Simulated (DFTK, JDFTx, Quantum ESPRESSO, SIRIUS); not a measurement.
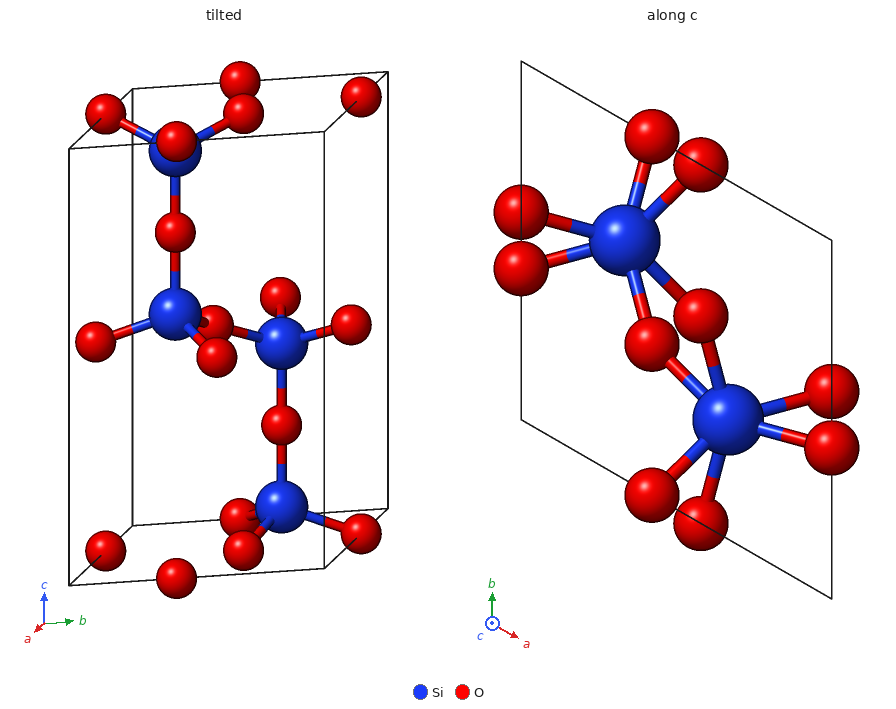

SiO₂, space group P6₃22 (No. 182), a = 5.069 Å, b = 5.069 Å, c = 8.558 Å, α = 90.00°, β = 90.00°, γ = 120.00°. We look at a ball-and-stick model of the crystal slightly off an axis and along the c axis. Atoms at the boundary of the conventional unit cell (the box) are drawn once for each face, edge or corner they touch. The cell is a structure listed in the Materials Project. It needn't be the stable form of this composition.

One fixed geometry in four programs or potential sets. Alike in all runs: functional PBE; k mesh 6 × 6 × 3 on the run's cell of 12 atoms; occupations fermi-dirac, width 0.05 eV; no spin polarisation; no spin-orbit coupling.

| program | gap (eV) | pressure (GPa) |
| --- | --- | --- |
| DFTK (PseudoDojo 0.4.1 standard) | 5.65 | 3.6 |
| SIRIUS (PseudoDojo 0.4.1 standard) | ? | ? |
| JDFTx (PseudoDojo 0.5 standard with smoothed tails) | 5.65 | 3.6 |
| Quantum ESPRESSO (SSSP 1.3 efficiency) | 5.61 | 4.4 |

### What does SIRIUS (PseudoDojo 0.4.1 standard) give?

A gap of 5.65 eV and a pressure of 3.6 GPa. The other rows span 5.61 to 5.65 eV and 3.6 to 4.4 GPa.

Gaps are the least found on the k-mesh; a mesh with odd divisions misses some points on the zone boundary, so where the band edges lie there the true gap is smaller. Plane-wave pressures hold the error of each finite cutoff. One further run, far from the rest for reasons not traced, is left out.

Notes on single rows: JDFTx (PseudoDojo 0.5 standard with smoothed tails): the empty levels aren't tightly converged.
